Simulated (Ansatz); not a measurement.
System: CuCl, space group F-43m (No. 216).

Structure:
```
Cu Cl
1.0
     0.00000    2.71010    2.71010
     2.71010    0.00000    2.71010
     2.71010    2.71010    0.00000
Cu Cl
1 1
Direct
  0.00000 0.00000 0.00000
  0.75000 0.75000 0.75000
```

Input of one of the runs behind the figure:
```
crystal:
  lattice:
    - [0.0, 2.7101, 2.7101]
    - [2.7101, 0.0, 2.7101]
    - [2.7101, 2.7101, 0.0]
  atoms:
    - { symbol: Cu, position: [0.0, 0.0, 0.0] }
    - { symbol: Cl, position: [0.75, 0.75, 0.75] }
kpoints:
  mp_grid: { grid: [11, 11, 11] }
  band_path:
    path:
      - [0.0, 0.0, 0.0]
      - [-0.5, -0.5, 0.0]
      - [-0.375, -0.375, 0.25]
      - [-0.375, 0.0, 0.375]
      - [0.0, 0.0, 0.0]
      - [0.0, 0.0, 0.5]
      - [-0.5, -0.25, 0.25]
      - [-0.5, -0.5, 0.0]
    npoints: 14
scf:
  occupations: { method: fermi_dirac, width: 0.03 }
hamiltonian:
  xc: pbe
  pseudopotentials: { kind: paw }
output:
  forces: true
  stress: true
  eigenvalues: true
  efg: { contact_densities: true }
  populations: true
  bader: true
  dos: { projected: true, de: 0.2, e_range: [-14, 8] }
  write_density: true
  write_potential: true
  elf: true
  volumetric_format: npy
```

Launched with:
```bash
ansatz run input.yaml --threads 1 --pin off --max-ram 3072MiB --backend cpu --events-out ev --progress --plain --runs-dir out
```

Computed with Ansatz 0.2.0: periodic Kohn-Sham DFT of a crystal at fixed atoms, scaled to the stated factor times the given cell; pressure positive in compression. Level: PBE.

- method: frozen-core PAW
- relativity: scalar
- k mesh: 11×11×11
- occupations: Fermi–Dirac
- smearing width: 0.03 eV
- wave cutoff: 420 eV
- PAW set: soft_2

V(given) is 19.90 Å³/atom.

Predict the pressure against V/V(given). The V/V(given) takes the values 0.9400, 0.9405, 0.9600, 0.9700, 0.9800, 0.9900, 1.0000, 1.0100, 1.0200, 1.0300, 1.0400, 1.0600.

The pressure falls from 3.673 GPa at V/V(given) 0.9400 to −2.367 GPa at 1.0600, and changes sign near 1.002. The volume at zero pressure from a fit of the pressures is 19.9 Å³/atom. The bulk modulus from that fit is 48.7 GPa.

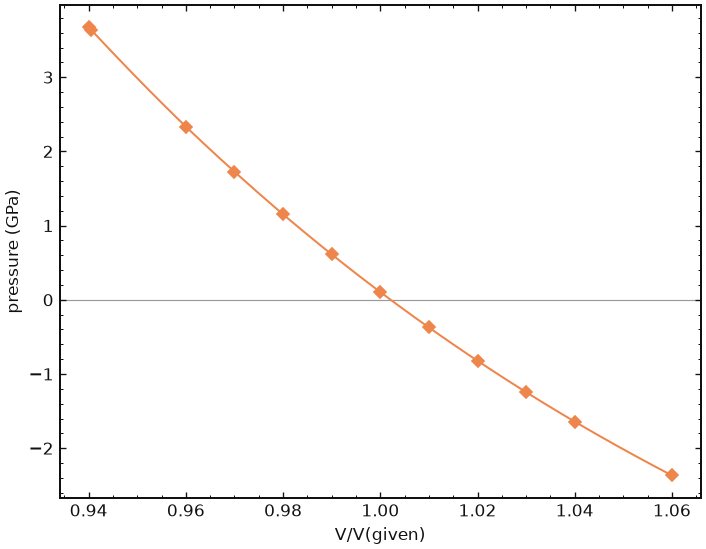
